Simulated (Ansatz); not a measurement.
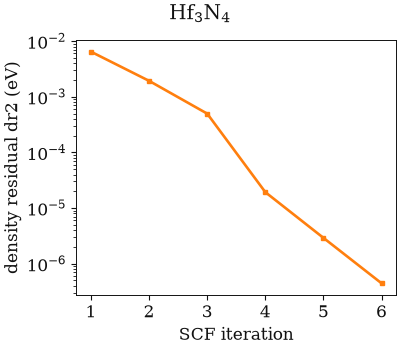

The plot shows the SCF iterations of a calculation: density residual dr2. The starting density is a sum of atomic densities corrected by a trained network.

Hf₃N₄ (14 atoms in the cell), run with Ansatz.

```
crystal:
  lattice:
    - [-3.400482876, 3.400482876, 3.400482876]
    - [3.400482876, -3.400482876, 3.400482876]
    - [3.400482876, 3.400482876, -3.400482876]
  atoms:
    - { symbol: Hf, position: [0.25, 0.625, 0.375] }
    - { symbol: Hf, position: [0.375, 0.25, 0.625] }
    - { symbol: Hf, position: [0.75, 0.875, 0.125] }
    - { symbol: Hf, position: [0.125, 0.75, 0.875] }
    - { symbol: Hf, position: [0.625, 0.375, 0.25] }
    - { symbol: Hf, position: [0.875, 0.125, 0.75] }
    - { symbol: "N", position: [0.1257119892, 0.1257119892, 0.1257119892] }
    - { symbol: "N", position: [0.8742880108, 0.5, 0.0] }
    - { symbol: "N", position: [0.5, 0.0, 0.3742880108] }
    - { symbol: "N", position: [0.0, 0.8742880108, 0.5] }
    - { symbol: "N", position: [0.3742880108, 0.5, 0.0] }
    - { symbol: "N", position: [0.6257119892, 0.6257119892, 0.6257119892] }
    - { symbol: "N", position: [0.0, 0.3742880108, 0.5] }
    - { symbol: "N", position: [0.5, 0.0, 0.8742880108] }
  symmetry: { detect: false }
basis:
  ecutwfc: 420
kpoints:
  mp_grid: { grid: [6, 6, 6] }
hamiltonian:
  xc: pbe
scf:
  occupations: { method: gaussian, width: 0.02 }
output:
  forces: true
  eigenvalues: true
  stress: true
```

Run as:
```bash
ansatz run input.yaml --threads 4 --pin off --max-ram 10240MiB --backend cpu --events-out ev --progress --plain --runs-dir out
```

Question: Was self-consistency reached?

Answer: It did not finish: the time limit cut it off after 6 iterations. The residual is still falling at the last step (down to 4 × 10⁻⁷).

Question: What is the residual at the start and at the end?

Answer: It starts near 6 × 10⁻³ and ends near 4 × 10⁻⁷ eV.
